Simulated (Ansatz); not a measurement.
# CuI (slab): what the fields show

```yaml
crystal:
  lattice:
    - [4.14512, 0.00000, 0.00000]
    - [0.00000, 5.86208, 0.00000]
    - [0.00000, 0.00000, 27.43535]
  atoms:
    - { symbol: Cu, position: [0.00000, 0.75000, 0.27337] }
    - { symbol: I, position: [0.50000, 0.50000, 0.27337] }
    - { symbol: Cu, position: [0.50000, 0.25000, 0.34891] }
    - { symbol: I, position: [0.00000, 0.00000, 0.34891] }
    - { symbol: Cu, position: [0.00000, 0.75000, 0.42446] }
    - { symbol: I, position: [0.50000, 0.50000, 0.42446] }
    - { symbol: Cu, position: [0.50000, 0.25000, 0.50000] }
    - { symbol: I, position: [0.00000, 0.00000, 0.50000] }
    - { symbol: Cu, position: [0.00000, 0.75000, 0.57554] }
    - { symbol: I, position: [0.50000, 0.50000, 0.57554] }
    - { symbol: Cu, position: [0.50000, 0.25000, 0.65109] }
    - { symbol: I, position: [0.00000, 0.00000, 0.65109] }
    - { symbol: Cu, position: [0.00000, 0.75000, 0.72663] }
    - { symbol: I, position: [0.50000, 0.50000, 0.72663] }
```

Not relaxed (largest force 1.0 eV/Å); computed without spin polarisation.

Level of theory: DFT LDA, scalar-relativistic, plane waves, PAW in Ansatz 0.2.0.

The density is the valence pseudo-density of a PAW calculation; it isn't the true density close to the nuclei.

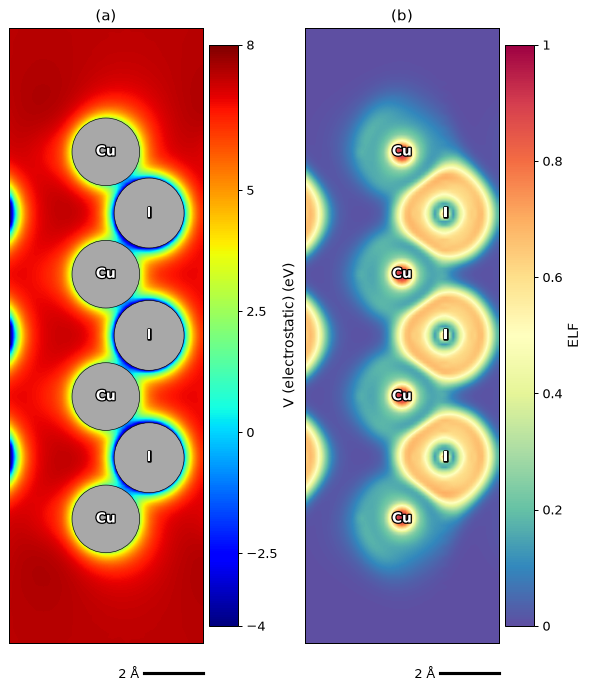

Figure 1. (a) electrostatic potential (local pseudopotential plus Hartree) felt by an electron; (b) electron localisation function on the (100) plane of the calculation cell, a cut from vacuum to vacuum. Grey discs cover the atomic cores in the potential map.

### Read the bonding off the picture.

- Atoms in the plane: Cu and I.
- Cu–I (2.54 Å): the ELF is about 0.55 at the midpoint.
- The features right at Cu lie inside the PAW spheres, where the map follows smoothed inner orbitals and isn't to be read closely.
- Outside the cores the potential energy rises away from the atoms and is highest in the vacuum; its zero is arbitrary.

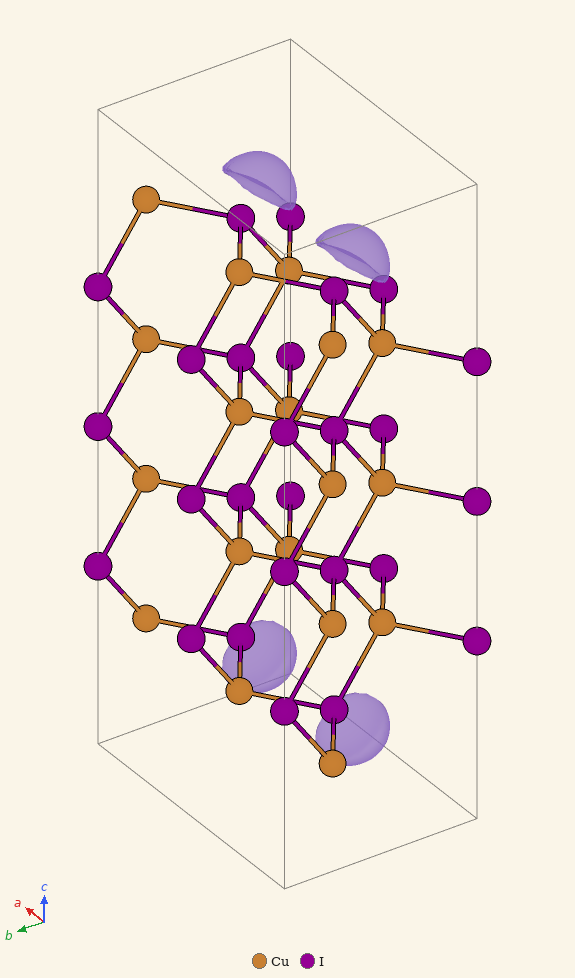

Figure 2. Isosurface of the ELF at 0.75 (purple), seen at an oblique angle. Only the valence region is drawn (cores and ρ < 0.01 e/Å³ removed). Sticks mark near contacts.

### Describe the localisation domains.

At this value the surface marks out two lobes on I, pointing away from the bonds (lone pairs), counted in one cell of 14 atoms. Counts are for one cell; the picture repeats the cell along the surface.

### Metal or insulator at this level of theory?

It is gapped, with a Kohn–Sham gap of 1.1 eV on the k-point mesh, an upper bound to the gap of this method.
